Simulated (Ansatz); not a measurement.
**Run report: Sb, geometry relaxation**

- system: Sb (P6/mmm, 3 atoms in the cell)
- method: DFT, PBE, all-electron LAPW, scalar-relativistic, no spin polarisation (Ansatz 0.2.0)

It belongs to a series of runs on one base structure; here: omega relaxed under pressure, LAPW. Figures and captions count atoms from 1; the log counts them from 0 in places.

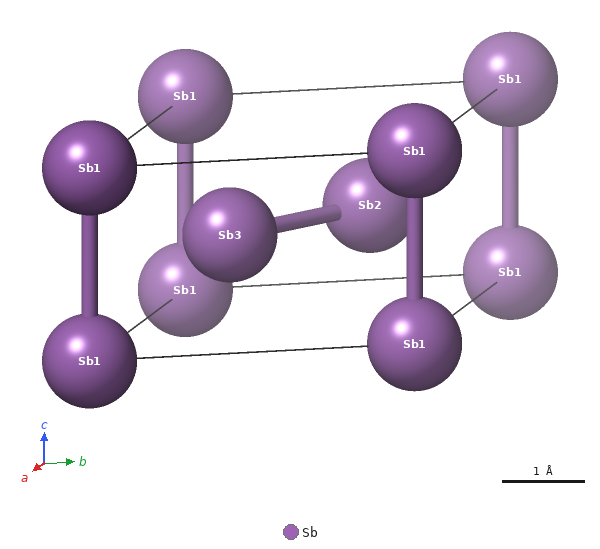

The input geometry (ball-and-stick view of the cell of the calculation, seen slightly off an axis; atoms are numbered from 1 in the order of the input). Near neighbours in the crystal (not all of them lie inside the picture): Sb has 2 Sb at 2.42 Å; Sb has 5 Sb at 2.36 to 2.42 Å.

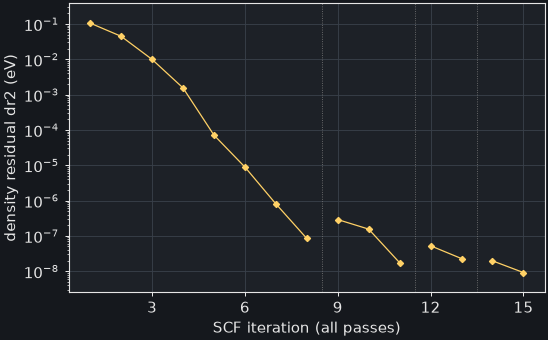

Convergence of the self-consistent field: density residual dr2 against the SCF iteration. The dotted lines part the SCF passes of the relaxation: geometry steps, rejected trials and re-solves on a re-selected basis. The passes take 8, 3, 2 and 2 iterations.

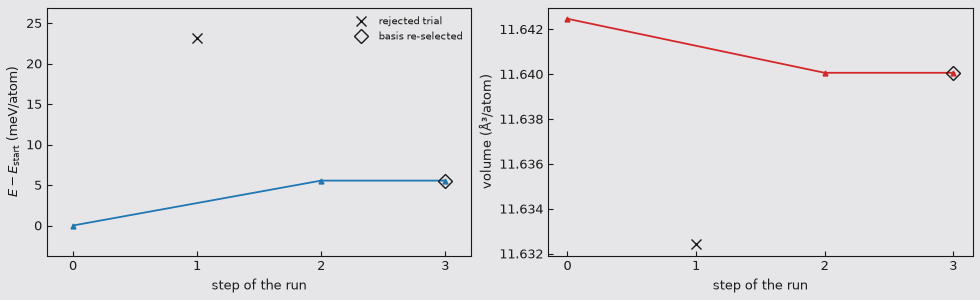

Progress of the relaxation, step by step (the first geometry is step 0 here and step 1 in the log). No atom moves by more than 0.005 Å. The cell stays as it was. The space group stays P6/mmm (No. 191). The energy rises by 5.5 meV per atom in 2 geometry steps. All forces vanish by symmetry, so only the cell relaxes. The pressure goes from 369.74 to 370.00 GPa. The line search rejected the trial step at point 1 (counted from 0) and went back. A last SCF at the same geometry on a re-selected plane-wave basis shifts the energy by next to nothing (0.0 meV per atom). (Atoms are counted from 1 in the order of the input.)

The input and output of the run follow.

Input file:
```yaml
crystal:
  lattice:
    - [4.0827076968, 0.0, 0.0]
    - [-2.0413538484, 3.5357285816, 0.0]
    - [0.0, 0.0, 2.4195736434]
  atoms:
    - { symbol: Sb, position: [0.0, 0.0, 0.0] }
    - { symbol: Sb, position: [0.3333333333, 0.6666666667, 0.5] }
    - { symbol: Sb, position: [0.6666666667, 0.3333333333, 0.5] }
kpoints:
  mp_grid: { grid: [9, 9, 12] }
scf:
  occupations: { method: fermi_dirac, width: 0.1 }
hamiltonian:
  xc: pbe
  pseudopotentials: { kind: all_electron, lapw: { basis_error: 0.0005 } }
output:
  forces: true
  stress: true
  eigenvalues: true
relax:
  f_tol: 0.005
  max_steps: 12
  cell: { p_target: 370.0, stress_tol: 0.185 }
```

Launched with:
```bash
ansatz run input.yaml --threads 1 --pin off --max-ram 3584MiB --backend cpu --events-out ev --progress --plain --runs-dir out
```

Log:
```
The last accepted step is kept in [file] (removed where the run ends without a failure and the disk answers)
LAPW: plane waves up to 10.810 Å⁻¹, error target 5.0e-4 eV per atom; small_component_spin mean_spin; Sb in spheres of 1.143 Å, 33 of its electrons in bands, Dirac shells [] (how accurate: hamiltonian.pseudopotentials.lapw.basis_error, Limitations)
Engine: ansatz 0.2.0, aarch64-unknown-linux-gnu
Pseudopotentials: kind: all_electron
Pseudopotential: Sb, LAPW, valence charge 33, lapw/all_electron/scalar/gaussian/Sb, Koelling and Harmon's equation, gaussian nucleus
Functional definition: PBE
  parameter kappa = 0.804
  parameter beta = 0.06672455060314922
  exchange = pbe_x(kappa = kappa, mu = beta*pi^2/3)
  correlation = pbe_c(beta = beta)
Crystal: 3 atoms, lattice volume = 34.927 Å³
Basis set: ecut = 445.17918050280036 eV, 735 PW (Γ), exchange–correlation at level 2
Bands: 60, of which v1, the nominal top of the filled ones, is band 50 counted from 1 (49 counted from 0)
Symmetry: 24 space group operations
Space group: P6/mmm (ITA 191), of the structure as read, at distance tolerance 3.3e-5 Å
k-points: 84 of 972
Non-local potential: Sb, projectors of the file, none
Initial density: superposition of atomic densities (chi_scale 0.1, normalization cell)
Initial wavefunctions: plane waves of lowest kinetic energy (no species holds an atomic orbital)
Functional: x = pbe(κ = 0.804, μ = 0.2195149727645171), c = pbe(β = 0.06672455060314922)
iter 1 solved again at ethr=1.07e-4 eV; its pass at ethr=1.00e-1 eV (dr2=1.05e-1 eV) is discarded
SCF iter   1: F=—  HF=-529079.387796 eV  |F-HF|=—  |Δ(HF+E_count)|=         —  Δρ=2.54e-2  dr2=1.06e-1  ethr=1.07e-4  ⟨swp⟩=3.0  Hψ=32719  notcnv=0
preconditioner: auto → Kerker (q_TF=auto, 3.246 Å⁻¹)  [metal: Δε(μ)=0.057 eV  Ē_g=32.011 eV  σ=0.100 eV  W_gap=0.14  n_scr=26 (ndim 8)  ℏωp=42.1 eV  f_vac=0.000  D(μ)=0.98/eV (n_scr^D=6)]
SCF iter   2: F=—  HF=-529079.297469 eV  |F-HF|=—  |Δ(HF+E_count)|=   9.03e-2  Δρ=1.57e-2  dr2=4.49e-2  ethr=1.07e-4  ⟨swp⟩=2.0  Hψ=14068  notcnv=0
SCF iter   3: F=—  HF=-529079.284010 eV  |F-HF|=—  |Δ(HF+E_count)|=   1.35e-2  Δρ=6.63e-3  dr2=9.95e-3  ethr=4.53e-5  ⟨swp⟩=2.0  Hψ=14131  notcnv=0  defer=1
SCF iter   4: F=—  HF=-529079.282522 eV  |F-HF|=—  |Δ(HF+E_count)|=   1.49e-3  Δρ=2.25e-3  dr2=1.55e-3  ethr=1.01e-5  ⟨swp⟩=2.0  Hψ=13981  notcnv=0
iter 5 solved again at ethr=7.23e-8 eV; its pass at ethr=1.56e-6 eV (dr2=7.16e-5 eV) is discarded
SCF iter   5: F=—  HF=-529079.282396 eV  |F-HF|=—  |Δ(HF+E_count)|=   1.26e-4  Δρ=3.59e-4  dr2=7.14e-5  ethr=7.23e-8  ⟨swp⟩=2.0  Hψ=24248  notcnv=0
SCF iter   6: F=—  HF=-529079.282376 eV  |F-HF|=—  |Δ(HF+E_count)|=   1.96e-5  Δρ=1.41e-4  dr2=8.89e-6  ethr=7.21e-8  ⟨swp⟩=2.0  Hψ=13977  notcnv=0
SCF iter   7: F=—  HF=-529079.282375 eV  |F-HF|=—  |Δ(HF+E_count)|=   1.47e-6  Δρ=3.67e-5  dr2=8.06e-7  ethr=8.98e-9  ⟨swp⟩=2.0  Hψ=13974  notcnv=0
SCF iter   8: F=-529079.282374 eV  HF=-529079.282374 eV  |F-HF|=2.99e-8  |Δ(HF+E_count)|=   1.24e-6  Δρ=1.98e-5  dr2=8.42e-8  ethr=8.14e-10  ⟨swp⟩=2.2  Hψ=13989  notcnv=0
SCF 1 converged in 8 iterations: F = -529079.282374 eV  dr2 = 8.42e-8
relax step   1: F+E_penalty+E_count = -529079.28237369 eV  Δ(F+E_penalty+E_count) = +0.000e0 eV  max|allowed force component| = 9.252e-18 eV/Å  Δτ_max = 0.0000 Å  P = +369.735 GPa  Ω = 34.927 Å³  (8 SCF iters, accepted)
Crystal: 3 atoms, lattice volume = 34.897 Å³
Basis set: ecut = 445.435367033206 eV, 735 PW (Γ), exchange–correlation at level 2
Initial density: handed on by an earlier stage of this run
Initial wavefunctions: those handed on with the density
iter 1 solved again at ethr=2.17e-9 eV; its pass at ethr=1.00e-1 eV (dr2=2.15e-6 eV) is discarded
SCF iter   1: F=—  HF=-529079.212743 eV  |F-HF|=—  |Δ(HF+E_count)|=         —  Δρ=3.46e-5  dr2=2.89e-7  ethr=2.17e-9  ⟨swp⟩=5.0  Hψ=26268  notcnv=0
preconditioner: auto → Kerker (q_TF=auto, 3.246 Å⁻¹)  [metal: Δε(μ)=0.011 eV  Ē_g=32.315 eV  σ=0.100 eV  W_gap=0.03  n_scr=26 (ndim 8)  ℏωp=42.2 eV  f_vac=0.000  D(μ)=0.97/eV (n_scr^D=6)]
SCF iter   2: F=—  HF=-529079.212743 eV  |F-HF|=—  |Δ(HF+E_count)|=   1.11e-7  Δρ=2.31e-5  dr2=1.55e-7  ethr=2.92e-10  ⟨swp⟩=2.0  Hψ=13971  notcnv=0
SCF iter   3: F=-529079.212743 eV  HF=-529079.212743 eV  |F-HF|=7.57e-9  |Δ(HF+E_count)|=   5.67e-8  Δρ=6.94e-6  dr2=1.73e-8  ethr=1.57e-10  ⟨swp⟩=2.0  Hψ=13971  notcnv=0
SCF 2 converged in 3 iterations: F = -529079.212743 eV  dr2 = 1.73e-8
relax step   2: F+E_penalty+E_count = -529079.21274325 eV  Δ(F+E_penalty+E_count) = +6.963e-2 eV  max|allowed force component| = 9.252e-18 eV/Å  Δτ_max = 0.0000 Å  P = +370.850 GPa  Ω = 34.897 Å³  (3 SCF iters, rejected (line search))
Crystal: 3 atoms, lattice volume = 34.920 Å³
Basis set: ecut = 445.2404289303868 eV, 735 PW (Γ), exchange–correlation at level 2
iter 1 solved again at ethr=9.16e-10 eV; its pass at ethr=1.00e-1 eV (dr2=9.07e-7 eV) is discarded
SCF iter   1: F=—  HF=-529079.265737 eV  |F-HF|=—  |Δ(HF+E_count)|=         —  Δρ=1.58e-5  dr2=5.23e-8  ethr=9.16e-10  ⟨swp⟩=5.0  Hψ=26395  notcnv=0
preconditioner: auto → Kerker (q_TF=auto, 3.246 Å⁻¹)  [metal: Δε(μ)=0.043 eV  Ē_g=32.314 eV  σ=0.100 eV  W_gap=0.11  n_scr=26 (ndim 8)  ℏωp=42.2 eV  f_vac=0.000  D(μ)=0.97/eV (n_scr^D=6)]
SCF iter   2: F=-529079.265737 eV  HF=-529079.265737 eV  |F-HF|=1.62e-8  |Δ(HF+E_count)|=   3.99e-8  Δρ=9.79e-6  dr2=2.27e-8  ethr=5.29e-11  ⟨swp⟩=2.0  Hψ=13974  notcnv=0
SCF 3 converged in 2 iterations: F = -529079.265737 eV  dr2 = 2.27e-8
relax step   3: F+E_penalty+E_count = -529079.26573682 eV  Δ(F+E_penalty+E_count) = +1.664e-2 eV  max|allowed force component| = 1.156e-17 eV/Å  Δτ_max = 0.0000 Å  P = +370.002 GPa  Ω = 34.920 Å³  (2 SCF iters, accepted)
iter 1 solved again at ethr=1.32e-10 eV; its pass at ethr=1.00e-1 eV (dr2=1.31e-7 eV) is discarded
SCF iter   1: F=—  HF=-529079.265737 eV  |F-HF|=—  |Δ(HF+E_count)|=         —  Δρ=9.60e-6  dr2=1.96e-8  ethr=1.32e-10  ⟨swp⟩=6.4  Hψ=37490  notcnv=0  reapply=71
SCF iter   2: F=-529079.265737 eV  HF=-529079.265737 eV  |F-HF|=5.01e-9  |Δ(HF+E_count)|=   1.33e-8  Δρ=6.17e-6  dr2=9.13e-9  ethr=1.98e-11  ⟨swp⟩=2.0  Hψ=13974  notcnv=0
SCF 4 converged in 2 iterations: F = -529079.265737 eV  dr2 = 9.13e-9
relax step   4: F+E_penalty+E_count = -529079.26573683 eV  Δ(F+E_penalty+E_count) = -1.129e-8 eV  max|allowed force component| = 1.079e-17 eV/Å  Δτ_max = 0.0000 Å  P = +370.002 GPa  Ω = 34.920 Å³  stress off target by 1.77e-2 GPa  SCF on the basis re-selected at this cell (its energy is not comparable with the rows above)  (2 SCF iters)
basis re-selected at this cell: Δ(F+E_penalty+E_count) = -1.129e-8 eV, ΔP = -0.000 GPa vs the last step (what re-selecting the basis moved, after the strain that the cell walked since its last selection, with what the two solves' SCF thresholds leave and, on support functions, any second-order correction that the steps lacked; it is no measure of the basis error at this ecutwfc). This SCF's stress stands 1.77e-2 GPa from its target on what of the cell is left free (relax.cell.stress_tol is 1.85e-1 GPa) and its largest allowed force component is 1.08e-17 eV/Å (relax.f_tol is 5.00e-3 eV/Å): within both
SCF converged after 2 iterations
Free energy (F): -529079.265737 eV
Harris-Foulkes:  -529079.265737 eV  (|F-HF|=5.01e-9)
Internal energy: -529079.234413 eV  (E = F + TS)
E sigma→0 (E₀):  -529079.250075 eV
Entropy (-TS):   -0.031323 eV (-10.441 meV/atom)
Fermi energy:    39.375850 eV
--- Per-component energies (eV) ---
  E_band       = -15236.881063
  E_kinetic    = 557828.091991
  E_xc         = -13971.291673
  E_electrostatic = -1072936.034732  (all electrons and nuclei)
  E_smearing   = -0.031323  (= −TS)
  E_closure    = 0.000000  (closes the sum)
  E_atoms      = -529092.193444  (free atoms, spherical and without spin; not in F)
  Σ components = -529079.265737   (vs F -529079.265737, Δ=0.00e0)
  Basis errors (estimates in eV, not in F): energy 1.5e-4 per atom: plane waves 1.4e-4 (7.7e-5 summed), levels above the bands 9.8e-59, relativity 1.3e-8, radial functions 9.5e-6, core shells 1.4e-7; eigenvalues (radial functions only) 2.2e-7; not estimated: angular momenta, meshes, grids; target (lapw.basis_error) 5.0e-4; muffin-tin radii Sb 1.143 Å
--- Forces (eV/Å), atoms counted from 1 ---
  atom   1  Sb     0.00000000     0.00000000     0.00000000
  atom   2  Sb     0.00000000     0.00000000     0.00000000
  atom   3  Sb     0.00000000    -0.00000000     0.00000000
  max |Σ_I F_I| component: 2.31e-18 eV/Å
--- Stress (GPa, compression-positive) ---
      370.011330       0.000000       0.000000
        0.000000     370.011330       0.000000
        0.000000       0.000000     369.982339
  P = ⅓ Tr σ = 370.0017 GPa (3700.017 kbar)
--- Band table (eV; the first three rows and the last of 84) ---
  k-point 0: bands = ["-473.3049", "-473.3049", "-473.3049", "-473.3049", "-473.3048", "-473.3048", "-473.3048", "-473.3048", "-473.3010", "-473.3010", "-472.7985", "-472.7985", "-472.7966", "-472.7966", "-472.7927", "-107.2275", "-107.2054", "-106.6531", "-60.3372", "-60.3372", "-60.2305", "-60.2305", "-60.2110", "-60.1928", "-59.6870", "-59.6870", "-59.6756", "6.3291", "7.0275", "7.1793", "7.1793", "7.3237", "7.5833", "7.5833", "7.6809", "7.6809", "7.9376", "7.9376", "8.0785", "8.0785", "8.5603", "8.5603", "15.6476", "29.6597", "29.6597", "29.8067", "29.8067", "29.9095", "29.9415", "41.2742", "47.6531", "48.5670", "49.9520", "49.9520", "51.3357", "51.3357", "54.9617", "54.9617", "55.4852", "55.4852"]
  k-point 1: bands = ["-473.3049", "-473.3049", "-473.3049", "-473.3049", "-473.3048", "-473.3048", "-473.3048", "-473.3048", "-473.3010", "-473.3010", "-472.7985", "-472.7985", "-472.7966", "-472.7966", "-472.7927", "-107.2268", "-107.2048", "-106.6524", "-60.3365", "-60.3365", "-60.2298", "-60.2298", "-60.2186", "-60.2002", "-59.6865", "-59.6865", "-59.6832", "6.4149", "7.1288", "7.1847", "7.1847", "7.4167", "7.5551", "7.5551", "7.5795", "7.5795", "7.9164", "7.9164", "8.1405", "8.1405", "8.5357", "8.5357", "15.8502", "29.8615", "29.8615", "30.0349", "30.0349", "30.0481", "30.0773", "39.3182", "48.7256", "49.5107", "49.5107", "49.6845", "49.8645", "49.8645", "52.8950", "52.8950", "53.1647", "53.6614"]
  k-point 2: bands = ["-473.3049", "-473.3049", "-473.3049", "-473.3049", "-473.3048", "-473.3048", "-473.3048", "-473.3048", "-473.3010", "-473.3010", "-472.7985", "-472.7985", "-472.7966", "-472.7966", "-472.7927", "-107.2250", "-107.2030", "-106.6506", "-60.3348", "-60.3348", "-60.2394", "-60.2280", "-60.2280", "-60.2206", "-59.7042", "-59.6850", "-59.6850", "6.6496", "7.1977", "7.1977", "7.3725", "7.3725", "7.4095", "7.4744", "7.4744", "7.6716", "7.8550", "7.8550", "8.2434", "8.2434", "8.4782", "8.4782", "16.4665", "30.4473", "30.4473", "30.4756", "30.4904", "30.7039", "30.7039", "35.9328", "47.3667", "47.3667", "47.4302", "47.4302", "49.1972", "49.3719", "50.1260", "52.9020", "52.9020", "53.2879"]
  k-point 83: bands = ["-473.3049", "-473.3049", "-473.3049", "-473.3049", "-473.3048", "-473.3048", "-473.3048", "-473.3048", "-473.3010", "-473.3010", "-472.7985", "-472.7985", "-472.7966", "-472.7966", "-472.7927", "-107.2066", "-107.2066", "-106.6431", "-60.3381", "-60.3146", "-60.3146", "-60.2742", "-60.2742", "-60.2110", "-59.7888", "-59.6786", "-59.6786", "6.7405", "6.7670", "7.1947", "7.1947", "7.2614", "7.2614", "7.5641", "7.5641", "7.6497", "8.2362", "8.2362", "8.3105", "8.5467", "8.5467", "8.8500", "26.5171", "27.8589", "27.8589", "27.8997", "27.8997", "29.5235", "38.6267", "40.1897", "40.1897", "41.2466", "41.2466", "42.5146", "50.3487", "50.3487", "51.0874", "51.0874", "51.9359", "52.1264"]
--- Relaxed structure (3 steps of the walk, 2 accepted, 1 SCFs on fresh bases) ---
  F+E_penalty+E_count = -529079.26573683 eV   max|allowed force component| = 1.079e-17 eV/Å   (the final SCF, on the basis selected at the relaxed cell)
  cell:  # Å, volume = 34.9202 Å³
    - [4.082479164983032, 0.0, 0.0]
    - [-2.041239582491516, 3.5355306672959874, 0.0]
    - [0.0, 0.0, 2.4193452370886788]
  atoms:
    - { symbol: Sb, position: [-3.0202298842429374e-36, -6.040459768485875e-36, 0.0] }
    - { symbol: Sb, position: [0.33333333333333326, 0.6666666666666665, 0.4999999999999999] }
    - { symbol: Sb, position: [0.6666666666666665, 0.33333333333333326, 0.4999999999999999] }
```

Trajectory as extended XYZ (Å, eV, eV/Å), 4 frames, from step=1 to step=4:
```
3
Lattice="4.0827 0.0000 0.0000 -2.0414 3.5357 0.0000 0.0000 0.0000 2.4196" Properties=species:S:1:pos:R:3:forces:R:3 step=1 energy=-529079.28237 pressure_GPa=369.74
Sb    0.0000    0.0000    0.0000    0.0000   0.0000   0.0000
Sb    0.0000    2.3572    1.2098    0.0000   0.0000   0.0000
Sb    2.0414    1.1786    1.2098    0.0000   0.0000   0.0000
3
Lattice="4.0816 0.0000 0.0000 -2.0408 3.5348 0.0000 0.0000 0.0000 2.4187" Properties=species:S:1:pos:R:3:forces:R:3 step=2 energy=-529079.21274 pressure_GPa=370.85 accepted=F
Sb    0.0000    0.0000    0.0000    0.0000   0.0000   0.0000
Sb    0.0000    2.3565    1.2094    0.0000   0.0000   0.0000
Sb    2.0408    1.1783    1.2094    0.0000   0.0000   0.0000
3
Lattice="4.0825 0.0000 0.0000 -2.0412 3.5355 0.0000 0.0000 0.0000 2.4193" Properties=species:S:1:pos:R:3:forces:R:3 step=3 energy=-529079.26574 pressure_GPa=370.00
Sb    0.0000    0.0000    0.0000    0.0000   0.0000   0.0000
Sb    0.0000    2.3570    1.2097    0.0000   0.0000   0.0000
Sb    2.0412    1.1785    1.2097    0.0000   0.0000   0.0000
3
Lattice="4.0825 0.0000 0.0000 -2.0412 3.5355 0.0000 0.0000 0.0000 2.4193" Properties=species:S:1:pos:R:3:forces:R:3 step=4 energy=-529079.26574 pressure_GPa=370.00
Sb    0.0000    0.0000    0.0000    0.0000   0.0000   0.0000
Sb    0.0000    2.3570    1.2097    0.0000   0.0000   0.0000
Sb    2.0412    1.1785    1.2097    0.0000   0.0000   0.0000
```

Results in brief:

| quantity | value |
| --- | --- |
| outcome | converged |
| space group (tolerance 0.01 Å) | P6/mmm (191) |
| electrons in bands (core shells apart) | 99 |
| free energy | −529079.2657 eV |
| Fermi energy | 39.376 eV |
| pressure | 370.00 GPa |
| final volume | 34.92 Å³ |
| largest force (length of the vector) at the end | under 0.001 eV/Å |
| final cell | a = 4.082 Å, b = 4.082 Å, c = 2.419 Å, α = 90.00°, β = 90.00°, γ = 120.00° |
| hardware | 1 thread of Arm Neoverse V1, 24 GiB of memory available, shared host |
| wall time | 4.1 min |
| peak memory | 0.84 GiB |

Remarks:

The cell was relaxed to the target pressure of the input; what is minimised is then the enthalpy E + pV.
